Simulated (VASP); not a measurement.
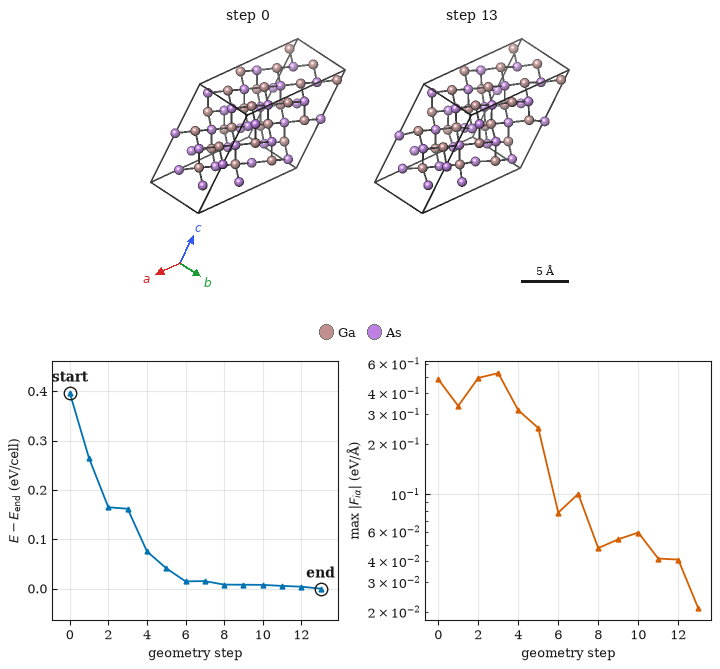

First and last geometry of a relaxation of a defect cell of composition Ga11As12, with the history of the run. A ball-and-stick model of the conventional cell (2 times the calculation's cell) (origin shifted), seen from a free direction. Lengths and directions refer to the drawn axes.

The run lets the atoms move in a fixed cell.

Theory: Kohn-Sham DFT of a periodic cell, PBEsol, VASP PAW PBE potentials, recommended in VASP 6.6.1.

Input file:
```
PREC     = Accurate       # precision mode
ENCUT    = 350            # plane-wave cutoff, eV
EDIFF    = 1E-5           # SCF threshold, eV
ISMEAR   = 0              # smearing method
SIGMA    = 0.03           # smearing width, eV
LREAL    = Auto         
LASPH    = True           # aspherical terms in the spheres
NELM     = 120            # most SCF steps
ALGO     = Normal         # electronic algorithm
ISIF     = 2              # what is computed and relaxed
LWAVE    = False          # write WAVECAR
LCHARG   = False          # write CHGCAR
ISPIN    = 2              # spin polarisation
MAGMOM   = 0 0 0 0 0 0 0 0 0 0 0 0.5 0.5 0.5 0 0 0 0 0 0.5 0 0 0 # initial moments
LORBIT   = 11             # projections on sites
GGA      = PS             # functional
IBRION   = 2              # ionic algorithm
NSW      = 40             # ionic steps
EDIFFG   = -0.03          # ionic threshold
NELECT   = 204.0        
KPAR     = 2
```

Command:
```bash
cat potpaw_PBE.64/Ga_d/POTCAR potpaw_PBE.64/As/POTCAR > POTCAR
mpirun -np 4 vasp_std > vasp.out
```

**Read the history and describe the run.**

It converged. An As atom moves most: 0.32 Å along [−1 0 −2]. Largest moves by element: As 0.32 Å, Ga 0.11 Å. The cell doesn't change. Near-neighbour distances that change, for instance: As–Ga 2.448 → 2.483 Å, As–Ga 2.448 → 2.460 Å, As–Ga 2.448 → 2.439 Å. Among the angles between lasting bonds that change: As–Ga–As 109.5° → 119.6°, As–Ga–As 109.5° → 119.2°, Ga–As–Ga 109.5° → 101.3°. Over 13 geometry steps the energy falls by 0.397 eV per cell of the calculation. Largest force component: 0.48 eV/Å at the start, 0.021 eV/Å at the end.

Limits of the set-up: the periodic images lie only 8.0 Å apart, so the values are limited by the cell's size.
